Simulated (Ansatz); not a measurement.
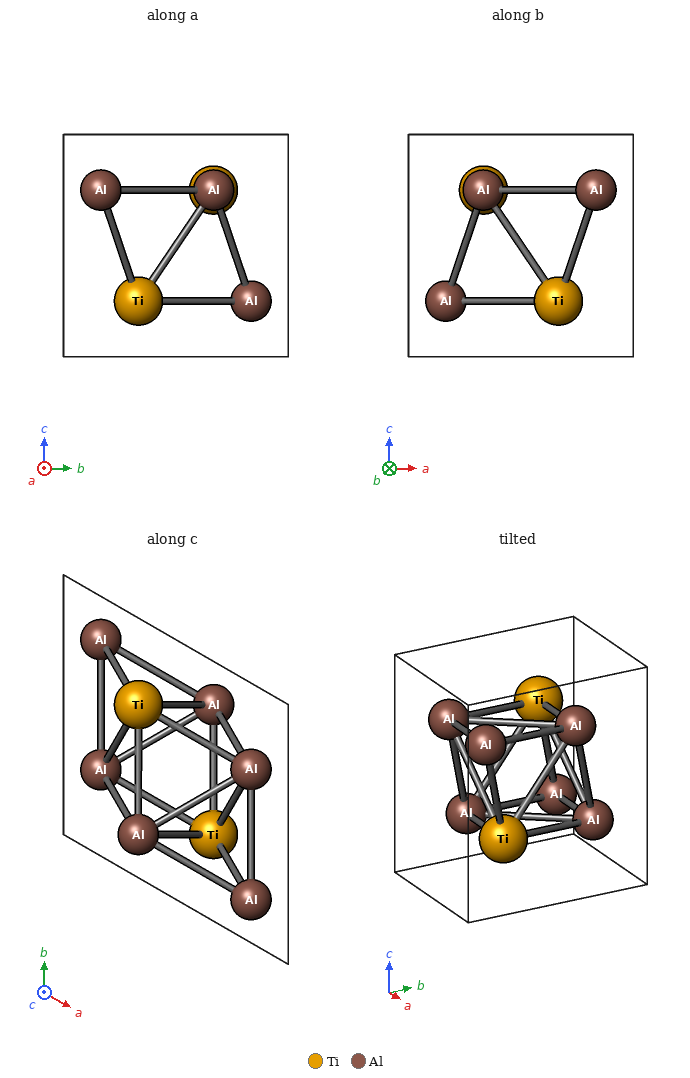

Crystal structure, ball-and-stick style, seen along the a axis, along the b axis, along the c axis and slightly off an axis. The wireframe shows the conventional unit cell.

Lattice parameters: a = 5.6661 Å, b = 5.6661 Å, c = 4.8448 Å, α = 90.000°, β = 90.000°, γ = 120.000°.

Record the structure as a CIF in P1 with every atom of the cell, with free fractional coordinates to two decimals.

Answer.
```cif
data_structure
_symmetry_space_group_name_H-M 'P 1'
_symmetry_Int_Tables_number 1
_cell_length_a 5.6661
_cell_length_b 5.6661
_cell_length_c 4.8448
_cell_angle_alpha 90.000
_cell_angle_beta 90.000
_cell_angle_gamma 120.000
_cell_volume 134.70
loop_
_atom_site_label
_atom_site_type_symbol
_atom_site_fract_x
_atom_site_fract_y
_atom_site_fract_z
_atom_site_occupancy
Ti1 Ti 0.3333 0.6667 0.75 1
Ti2 Ti 0.6667 0.3333 0.25 1
Al1 Al 0.83 0.67 0.75 1
Al2 Al 0.17 0.33 0.25 1
Al3 Al 0.33 0.17 0.75 1
Al4 Al 0.67 0.83 0.25 1
Al5 Al 0.17 0.83 0.25 1
Al6 Al 0.83 0.17 0.75 1
```

Origin of the cell: a structure type filled with these elements by a generator (whether the compound takes this form wasn't checked). It was relaxed at fixed volume with Ansatz, DFT PBE, scalar-relativistic, plane waves, PAW.

At this level of theory the run's own cell isn't at rest (stretched, at -5 GPa), so its distances can differ from those at equilibrium, the more so the softer the solid.
